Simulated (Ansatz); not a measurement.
The coordinates of a crystal:

```
Ti Al
1.0
     4.67808    0.00000    0.00000
     0.00000    2.86726    0.00000
     0.00000    0.00000    4.22131
Ti Al
2 2
Direct
  0.00000 0.00000 0.00000
  0.00000 0.50000 0.50000
  0.50000 0.00000 0.66667
  0.50000 0.50000 0.16667
```

Q: What does this file describe?

A: Its composition is TiAl. The lattice is base-centred orthorhombic and the space group Amm2 (No. 38). With Z = 2, the cell contains 2 Ti, 2 Al. The numbers of neighbours within bonding distance are Ti 10 and Al 10. Not all metal-metal contacts are counted.

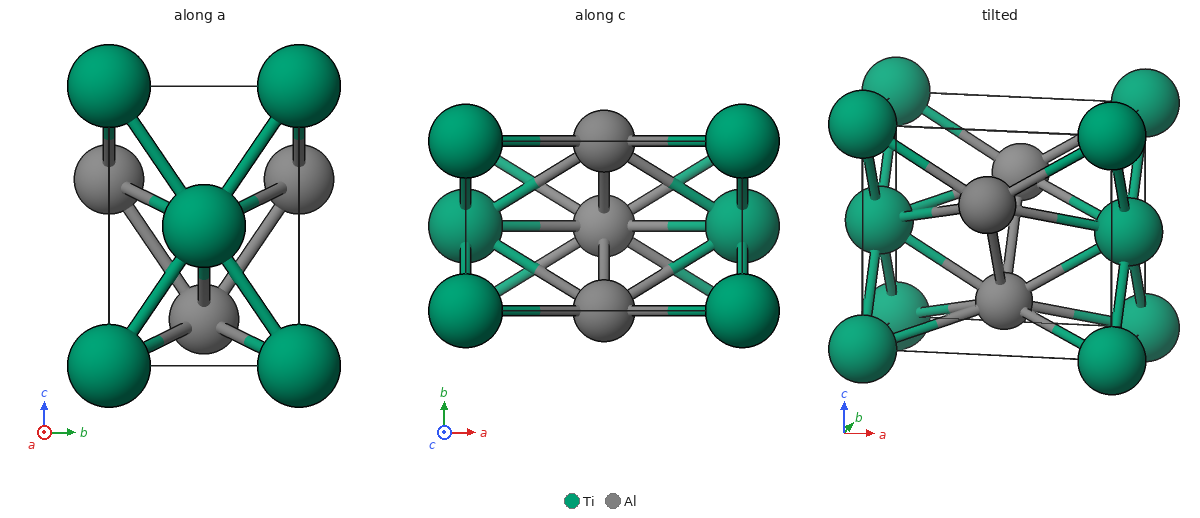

The crystal in a ball-and-stick representation, seen along the a axis, along the c axis and slightly off an axis. One conventional unit cell is framed, with atoms on its boundary repeated.

The cell started as a structure listed in the Materials Project. The cell was then strained or its atoms displaced on purpose. A calculation with Ansatz used it as input.

At this level of theory the run's own cell isn't at rest (compressed, at 22 GPa and forces up to 0.6 eV/Å), so its distances can differ from those at equilibrium, the more so the softer the solid.
